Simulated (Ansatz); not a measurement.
Sc3Al

```yaml
crystal:
  lattice:
    - [6.31201, 0.00000, 0.00000]
    - [-3.15601, 5.46636, 0.00000]
    - [0.00000, 0.00000, 5.07970]
  atoms:
    - { symbol: Sc, position: [0.82839, 0.17161, 0.75000] }
    - { symbol: Sc, position: [0.34322, 0.17161, 0.75000] }
    - { symbol: Sc, position: [0.82839, 0.65678, 0.75000] }
    - { symbol: Sc, position: [0.17161, 0.82839, 0.25000] }
    - { symbol: Sc, position: [0.65678, 0.82839, 0.25000] }
    - { symbol: Sc, position: [0.17161, 0.34322, 0.25000] }
    - { symbol: Al, position: [0.66667, 0.33333, 0.25000] }
    - { symbol: Al, position: [0.33333, 0.66667, 0.75000] }
```

Space group P6₃/mmc; a structure from a database of computed crystals, not necessarily the ambient phase; computed pressure about −3 GPa in this cell.

Level of theory: Ansatz 0.2.0, DFT PBEsol, scalar-relativistic, plane waves, PAW.

Question: Predict the valence pseudo-density and electron localisation function between the atoms.

Answer: Sc–Sc (3.06 Å): ρ at the midpoint is about 0.12 e/Å³; the ELF is about 0.15 at the midpoint; no shared electron pair shows on this line.
Sc–Al (3.16 Å): ρ is about 0.15 e/Å³ halfway; the ELF peaks at about 0.70 in the valence shell of Al, 1.1 Å from its nucleus, and is about 0.45 at the midpoint.
Sc–Sc (3.25 Å): the density is about 0.12 e/Å³ at the midpoint; the ELF is about 0.25 at the midpoint (no shared electron pair shows on this line).

Question: Does the calculation make it a metal, or give it a gap?

Answer: It is metallic or semimetallic at this level of theory: no gap opens.

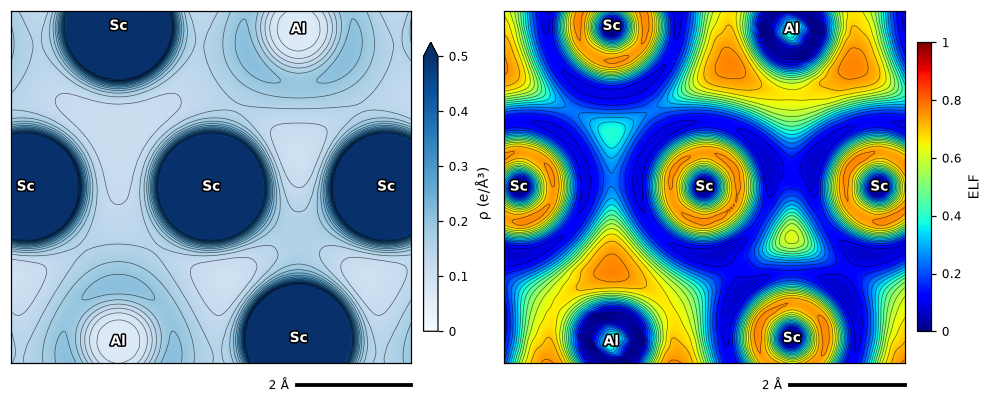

Computed valence pseudo-density and electron localisation function on the (001) plane of the conventional cell, in this order. 

In a PAW calculation such maps are meaningful between the atoms, not at the nuclei.
